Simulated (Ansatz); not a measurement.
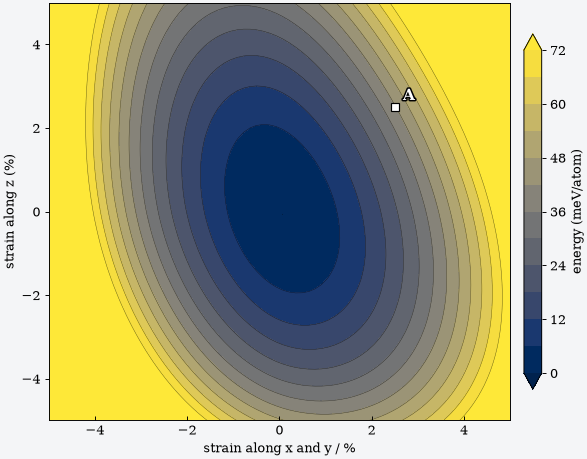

TiC (Fm-3m, No. 225; 2 atoms in the cell). The cell is strained homogeneously, by one strain along x and y and another along z, with fractional coordinates fixed (x, y and z along the cube axes). First axis: strain along x and y. Second axis: strain along z. Grid: 5 × 5 points. Points are written as (first, second). Energies are in meV/atom, from the lowest grid point. Theory: Ansatz 0.2.0, DFT PBE, scalar-relativistic, plane waves, PAW. Settings: cutoff 420 eV, k-mesh 24×24×24, gaussian smearing 0.15 eV, no spin polarisation.

The picture shows filled contours, one colour for all values above the top of the scale, the point A. Between grid points the surface is interpolated.

Q: Is A at rest? If not, where is it pushed?

A: A, at (2.5 %, 2.5 %), is not a stationary point. The computed force is 21 meV/atom for each 1 % towards smaller values of strain along x and y and 11 meV/atom for each 1 % towards smaller values of strain along z.
